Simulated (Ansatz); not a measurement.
LiCl (space group Pm-3m, No. 221). Coordinates: coordinates from a relaxation with DFT, LDA, plane waves, PAW (Ansatz 0.2.0); the starting structure was generated, so it need not be a known form of this composition.

```xyz
2
Lattice="3.1776 0.0000 0.0000 0.0000 3.1776 0.0000 0.0000 0.0000 3.1776" Properties=species:S:1:pos:R:3 pbc="T T T"
Li    0.0000    0.0000    0.0000
Cl    1.5888    1.5888    1.5888
```

Bonds are taken as Cl–Li below 3.1 Å; no other contact counts. The graph is simplified in the usual way: terminal and isolated atoms are pruned, two-connected atoms become edges.

Derive the underlying net.

The result is a uninodal 8-connected, three-periodic net: Li and Cl are 8-connected nodes. It is the bcu net, known from CsCl and the body-centred cubic metals. It is a single net, without interpenetration.

```csv
node,links,point symbol,coordination sequence
Li and Cl,8,4²⁴·6⁴,8 26 56 98 152 218 296 386
```

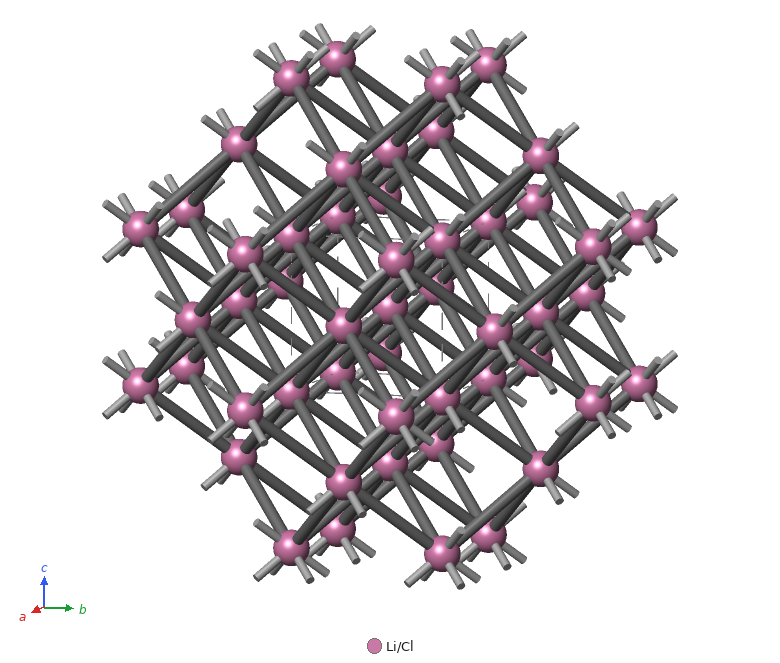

Nodes are coloured by topological kind. Edges to nodes outside the piece are drawn as stubs.
